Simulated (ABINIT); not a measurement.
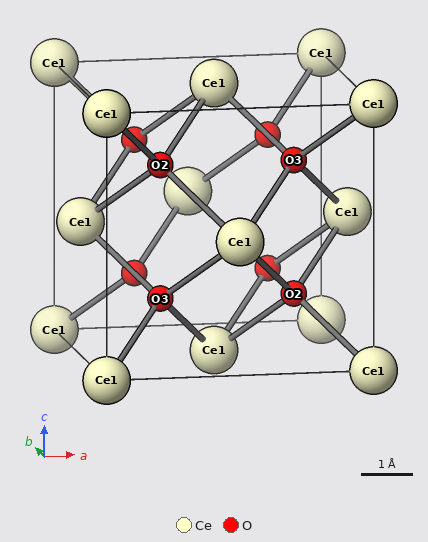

**Figure 1.** The input geometry (ball-and-stick view of the cell 4 times as large as that of the calculation, set on its symmetry axes, seen slightly off an axis; atoms are numbered from 1 in the order of the input). An atom can appear more than once, as a periodic image. Near neighbours in the periodic cell (some may lie outside the picture): Ce has 8 O at 2.34 Å; O has 4 Ce at 2.34 Å.

CeO₂: phonon calculation (part 1 of 3)

System: CeO₂ (Fm-3m, 3 atoms in the cell).
Method: Kohn-Sham DFT of a periodic cell, LDA, JTH PAW LDA v2.0, spin-polarised (ABINIT 10.8.3).

The structure derives from an entry of the Crystallography Open Database.

Input
```
# Datasets
ndtset 2

# Pseudopotentials
pp_dirpath "./"
pseudos "Ce.LDA_PW-JTH.xml, O.LDA_PW-JTH.xml"

# Structure
acell 3*1.0 Angstrom
rprim
     0.0000000000     2.7036500000     2.7036500000
     2.7036500000     0.0000000000     2.7036500000
     2.7036500000     2.7036500000     0.0000000000
ntypat 2
znucl 58 8
natom 3
typat 1 2 2
xred
            0.0            0.0            0.0
            3/4            3/4            3/4
            1/4            1/4            1/4

# Plane-wave basis
ecut 19.0
pawecutdg 38.0

# k points
ngkpt 4 4 4
nshiftk 4
shiftk
     0.5000000000     0.5000000000     0.5000000000
     0.5000000000     0.0000000000     0.0000000000
     0.0000000000     0.5000000000     0.0000000000
     0.0000000000     0.0000000000     0.5000000000

# Exchange and correlation
ixc 7

# Bands and occupations
nband 24
occopt 3
tsmear 0.05 eV

# Spin
nsppol 2
spinat
     0.0000000000     0.0000000000     1.0000000000
     0.0000000000     0.0000000000     0.0000000000
     0.0000000000     0.0000000000     0.0000000000

# SCF cycle
nstep 80

# Output
prteig 0
prtebands 0
prtwf 0
prtden 0
prtpot 0

# Dataset 1: ground state
kptopt1 1
tolvrs1 1.0e-11
prtwf1 1
tolwfr1 1.0e-14
nbdbuf1 4
nline1 6

# Dataset 2: response at q = 0 to atomic displacements
rfphon2 1
rfatpol2 1 3
rfdir2 1 1 1
getwfk2 1
kptopt2 2
nqpt2 1
qpt2 0.0 0.0 0.0
tolvrs2 1.0e-8
```

File mrgddb.in
```
merged_DDB
CeO2
2
runo_DS1_DDB
runo_DS2_DDB
```

File anaddb.abi
```
ddb_filepath "merged_DDB"
output_file "anaddb.abo"
outdata_prefix "ana"
asr 1
chneut 0
dipdip 0
dieflag 0
enunit 0
eivec 1
nph1l 1
qph1l 0.0 0.0 0.0 1.0
```

Hardware: 4 threads of Intel Xeon (Sapphire Rapids), 64 GiB of memory available, shared host.

Run as:
```bash
mpirun --bind-to none -np 4 abinit run.abi > log 2>&1
mrgddb < mrgddb.in > mrgddb.log 2>&1
anaddb anaddb.abi > anaddb.log 2>&1
```

Output
```
.Version 10.8.3 of ABINIT
 DATASET    1 : space group Fm -3 m (#225); Bravais cF (face-center cubic)
================================================================================
 Values of the parameters that define the memory need for DATASET  1.
     intxc =       0    ionmov =       0      iscf =      17    lmnmax =      32
     lnmax =       8     mgfft =      30  mpssoang =       4    mqgrid =    3001
     natom =       3  nloc_mem =       2    nspden =       2   nspinor =       1
    nsppol =       2      nsym =      48    n1xccc =       1    ntypat =       2
    occopt =       3   xclevel =       1
       mpw =        1064          nfft =       27000          nkpt =          10
Pmy_natom=         1
 PAW method is used; the additional fine FFT grid is defined by:
   mgfftf=        45    nfftf =     91125
================================================================================
================================================================================

 DATASET    2 : space group Fm -3 m (#225); Bravais cF (face-center cubic)
================================================================================
 Values of the parameters that define the memory need for DATASET  2 (RF).
     intxc =       0      iscf =       7    lmnmax =      32     lnmax =       8
     mgfft =      30  mpssoang =       4    mqgrid =    3001     natom =       3
  nloc_mem =       2    nspden =       2   nspinor =       1    nsppol =       2
      nsym =      48    n1xccc =       1    ntypat =       2    occopt =       3
   xclevel =       1
      nfft =       27000          nkpt =         128
Pmy_natom=         1
================================================================================
================================================================================

--------------------------------------------------------------------------------
------------- Echo of variables that govern the present computation ------------
--------------------------------------------------------------------------------
 -outvars: echo values of preprocessed input variables --------
            acell      1.8897261259E+00  1.8897261259E+00  1.8897261259E+00 Bohr
              amu      1.40115000E+02  1.59994000E+01
             ecut      1.90000000E+01 Hartree
           getwfk1          0
           getwfk2          1
             iscf1         17
             iscf2          7
              ixc           7
           jdtset        1    2
                       outvar_i_n : Printing only first  50 k-points.
           kptopt1          1
           kptopt2          2
         kptrlatt        4   -4    4     -4    4    4     -4   -4    4
          kptrlen      4.08732643E+01
            natom           3
            nband1         24
            nband2         24
           nbdbuf1          4
           nbdbuf2          2
           ndtset           2
            ngfft          30      30      30
          ngfftdg          45      45      45
             nkpt1         10
             nkpt2        128
            nline1          6
            nline2          4
             nqpt1          0
             nqpt2          1
           nspden           2
           nsppol           2
            nstep          80
             nsym          48
           ntypat           2
                       prtocc : prtvol=0, do not print more k-points.
                       1.000000  1.000000  1.000000  1.000000  1.000000  1.000000
                       1.000000  1.000000  1.000000  1.000000  1.000000  1.000000
                       0.000000  0.000000  0.000000  0.000000  0.000000  0.000000
                       0.000000  0.000000  0.000000  0.000000  0.000000  0.000000
                       1.000000  1.000000  1.000000  1.000000  1.000000  1.000000
                       1.000000  1.000000  1.000000  1.000000  1.000000  1.000000
                       0.000000  0.000000  0.000000  0.000000  0.000000  0.000000
                       0.000000  0.000000  0.000000  0.000000  0.000000  0.000000
                       1.000000  1.000000  1.000000  1.000000  1.000000  1.000000
                       1.000000  1.000000  1.000000  1.000000  1.000000  1.000000
                       0.000000  0.000000  0.000000  0.000000  0.000000  0.000000
                       0.000000  0.000000  0.000000  0.000000  0.000000  0.000000
                       1.000000  1.000000  1.000000  1.000000  1.000000  1.000000
                       1.000000  1.000000  1.000000  1.000000  1.000000  1.000000
                       0.000000  0.000000  0.000000  0.000000  0.000000  0.000000
                       0.000000  0.000000  0.000000  0.000000  0.000000  0.000000
                       1.000000  1.000000  1.000000  1.000000  1.000000  1.000000
                       1.000000  1.000000  1.000000  1.000000  1.000000  1.000000
                       0.000000  0.000000  0.000000  0.000000  0.000000  0.000000
                       0.000000  0.000000  0.000000  0.000000  0.000000  0.000000
                       1.000000  1.000000  1.000000  1.000000  1.000000  1.000000
                       1.000000  1.000000  1.000000  1.000000  1.000000  1.000000
                       0.000000  0.000000  0.000000  0.000000  0.000000  0.000000
                       0.000000  0.000000  0.000000  0.000000  0.000000  0.000000
                       1.000000  1.000000  1.000000  1.000000  1.000000  1.000000
                       1.000000  1.000000  1.000000  1.000000  1.000000  1.000000
                       0.000000  0.000000  0.000000  0.000000  0.000000  0.000000
                       0.000000  0.000000  0.000000  0.000000  0.000000  0.000000
                       1.000000  1.000000  1.000000  1.000000  1.000000  1.000000
                       1.000000  1.000000  1.000000  1.000000  1.000000  1.000000
                       0.000000  0.000000  0.000000  0.000000  0.000000  0.000000
                       0.000000  0.000000  0.000000  0.000000  0.000000  0.000000
                       1.000000  1.000000  1.000000  1.000000  1.000000  1.000000
                       1.000000  1.000000  1.000000  1.000000  1.000000  1.000000
                       0.000000  0.000000  0.000000  0.000000  0.000000  0.000000
                       0.000000  0.000000  0.000000  0.000000  0.000000  0.000000
                       1.000000  1.000000  1.000000  1.000000  1.000000  1.000000
                       1.000000  1.000000  1.000000  1.000000  1.000000  1.000000
                       0.000000  0.000000  0.000000  0.000000  0.000000  0.000000
                       0.000000  0.000000  0.000000  0.000000  0.000000  0.000000
                       1.000000  1.000000  1.000000  1.000000  1.000000  1.000000
                       1.000000  1.000000  1.000000  1.000000  1.000000  1.000000
                       0.000000  0.000000  0.000000  0.000000  0.000000  0.000000
                       0.000000  0.000000  0.000000  0.000000  0.000000  0.000000
                       1.000000  1.000000  1.000000  1.000000  1.000000  1.000000
                       1.000000  1.000000  1.000000  1.000000  1.000000  1.000000
                       0.000000  0.000000  0.000000  0.000000  0.000000  0.000000
                       0.000000  0.000000  0.000000  0.000000  0.000000  0.000000
                       1.000000  1.000000  1.000000  1.000000  1.000000  1.000000
                       1.000000  1.000000  1.000000  1.000000  1.000000  1.000000
                       0.000000  0.000000  0.000000  0.000000  0.000000  0.000000
                       0.000000  0.000000  0.000000  0.000000  0.000000  0.000000
                       1.000000  1.000000  1.000000  1.000000  1.000000  1.000000
                       1.000000  1.000000  1.000000  1.000000  1.000000  1.000000
                       0.000000  0.000000  0.000000  0.000000  0.000000  0.000000
                       0.000000  0.000000  0.000000  0.000000  0.000000  0.000000
                       1.000000  1.000000  1.000000  1.000000  1.000000  1.000000
                       1.000000  1.000000  1.000000  1.000000  1.000000  1.000000
                       0.000000  0.000000  0.000000  0.000000  0.000000  0.000000
                       0.000000  0.000000  0.000000  0.000000  0.000000  0.000000
                       1.000000  1.000000  1.000000  1.000000  1.000000  1.000000
                       1.000000  1.000000  1.000000  1.000000  1.000000  1.000000
                       0.000000  0.000000  0.000000  0.000000  0.000000  0.000000
                       0.000000  0.000000  0.000000  0.000000  0.000000  0.000000
                       1.000000  1.000000  1.000000  1.000000  1.000000  1.000000
                       1.000000  1.000000  1.000000  1.000000  1.000000  1.000000
                       0.000000  0.000000  0.000000  0.000000  0.000000  0.000000
                       0.000000  0.000000  0.000000  0.000000  0.000000  0.000000
                       1.000000  1.000000  1.000000  1.000000  1.000000  1.000000
                       1.000000  1.000000  1.000000  1.000000  1.000000  1.000000
                       0.000000  0.000000  0.000000  0.000000  0.000000  0.000000
                       0.000000  0.000000  0.000000  0.000000  0.000000  0.000000
                       1.000000  1.000000  1.000000  1.000000  1.000000  1.000000
                       1.000000  1.000000  1.000000  1.000000  1.000000  1.000000
                       0.000000  0.000000  0.000000  0.000000  0.000000  0.000000
                       0.000000  0.000000  0.000000  0.000000  0.000000  0.000000
                       1.000000  1.000000  1.000000  1.000000  1.000000  1.000000
                       1.000000  1.000000  1.000000  1.000000  1.000000  1.000000
                       0.000000  0.000000  0.000000  0.000000  0.000000  0.000000
                       0.000000  0.000000  0.000000  0.000000  0.000000  0.000000
                       1.000000  1.000000  1.000000  1.000000  1.000000  1.000000
                       1.000000  1.000000  1.000000  1.000000  1.000000  1.000000
                       0.000000  0.000000  0.000000  0.000000  0.000000  0.000000
                       0.000000  0.000000  0.000000  0.000000  0.000000  0.000000
                       1.000000  1.000000  1.000000  1.000000  1.000000  1.000000
                       1.000000  1.000000  1.000000  1.000000  1.000000  1.000000
                       0.000000  0.000000  0.000000  0.000000  0.000000  0.000000
                       0.000000  0.000000  0.000000  0.000000  0.000000  0.000000
                       1.000000  1.000000  1.000000  1.000000  1.000000  1.000000
                       1.000000  1.000000  1.000000  1.000000  1.000000  1.000000
                       0.000000  0.000000  0.000000  0.000000  0.000000  0.000000
                       0.000000  0.000000  0.000000  0.000000  0.000000  0.000000
                       1.000000  1.000000  1.000000  1.000000  1.000000  1.000000
                       1.000000  1.000000  1.000000  1.000000  1.000000  1.000000
                       0.000000  0.000000  0.000000  0.000000  0.000000  0.000000
                       0.000000  0.000000  0.000000  0.000000  0.000000  0.000000
                       1.000000  1.000000  1.000000  1.000000  1.000000  1.000000
                       1.000000  1.000000  1.000000  1.000000  1.000000  1.000000
                       0.000000  0.000000  0.000000  0.000000  0.000000  0.000000
                       0.000000  0.000000  0.000000  0.000000  0.000000  0.000000
                       1.000000  1.000000  1.000000  1.000000  1.000000  1.000000
                       1.000000  1.000000  1.000000  1.000000  1.000000  1.000000
                       0.000000  0.000000  0.000000  0.000000  0.000000  0.000000
                       0.000000  0.000000  0.000000  0.000000  0.000000  0.000000
                       1.000000  1.000000  1.000000  1.000000  1.000000  1.000000
                       1.000000  1.000000  1.000000  1.000000  1.000000  1.000000
                       0.000000  0.000000  0.000000  0.000000  0.000000  0.000000
                       0.000000  0.000000  0.000000  0.000000  0.000000  0.000000
                       1.000000  1.000000  1.000000  1.000000  1.000000  1.000000
                       1.000000  1.000000  1.000000  1.000000  1.000000  1.000000
                       0.000000  0.000000  0.000000  0.000000  0.000000  0.000000
                       0.000000  0.000000  0.000000  0.000000  0.000000  0.000000
                       1.000000  1.000000  1.000000  1.000000  1.000000  1.000000
                       1.000000  1.000000  1.000000  1.000000  1.000000  1.000000
                       0.000000  0.000000  0.000000  0.000000  0.000000  0.000000
                       0.000000  0.000000  0.000000  0.000000  0.000000  0.000000
                       1.000000  1.000000  1.000000  1.000000  1.000000  1.000000
                       1.000000  1.000000  1.000000  1.000000  1.000000  1.000000
                       0.000000  0.000000  0.000000  0.000000  0.000000  0.000000
                       0.000000  0.000000  0.000000  0.000000  0.000000  0.000000
                       1.000000  1.000000  1.000000  1.000000  1.000000  1.000000
                       1.000000  1.000000  1.000000  1.000000  1.000000  1.000000
                       0.000000  0.000000  0.000000  0.000000  0.000000  0.000000
                       0.000000  0.000000  0.000000  0.000000  0.000000  0.000000
                       1.000000  1.000000  1.000000  1.000000  1.000000  1.000000
                       1.000000  1.000000  1.000000  1.000000  1.000000  1.000000
                       0.000000  0.000000  0.000000  0.000000  0.000000  0.000000
                       0.000000  0.000000  0.000000  0.000000  0.000000  0.000000
                       1.000000  1.000000  1.000000  1.000000  1.000000  1.000000
                       1.000000  1.000000  1.000000  1.000000  1.000000  1.000000
                       0.000000  0.000000  0.000000  0.000000  0.000000  0.000000
                       0.000000  0.000000  0.000000  0.000000  0.000000  0.000000
                       1.000000  1.000000  1.000000  1.000000  1.000000  1.000000
                       1.000000  1.000000  1.000000  1.000000  1.000000  1.000000
                       0.000000  0.000000  0.000000  0.000000  0.000000  0.000000
                       0.000000  0.000000  0.000000  0.000000  0.000000  0.000000
                       1.000000  1.000000  1.000000  1.000000  1.000000  1.000000
                       1.000000  1.000000  1.000000  1.000000  1.000000  1.000000
                       0.000000  0.000000  0.000000  0.000000  0.000000  0.000000
                       0.000000  0.000000  0.000000  0.000000  0.000000  0.000000
                       1.000000  1.000000  1.000000  1.000000  1.000000  1.000000
                       1.000000  1.000000  1.000000  1.000000  1.000000  1.000000
                       0.000000  0.000000  0.000000  0.000000  0.000000  0.000000
                       0.000000  0.000000  0.000000  0.000000  0.000000  0.000000
                       1.000000  1.000000  1.000000  1.000000  1.000000  1.000000
                       1.000000  1.000000  1.000000  1.000000  1.000000  1.000000
```
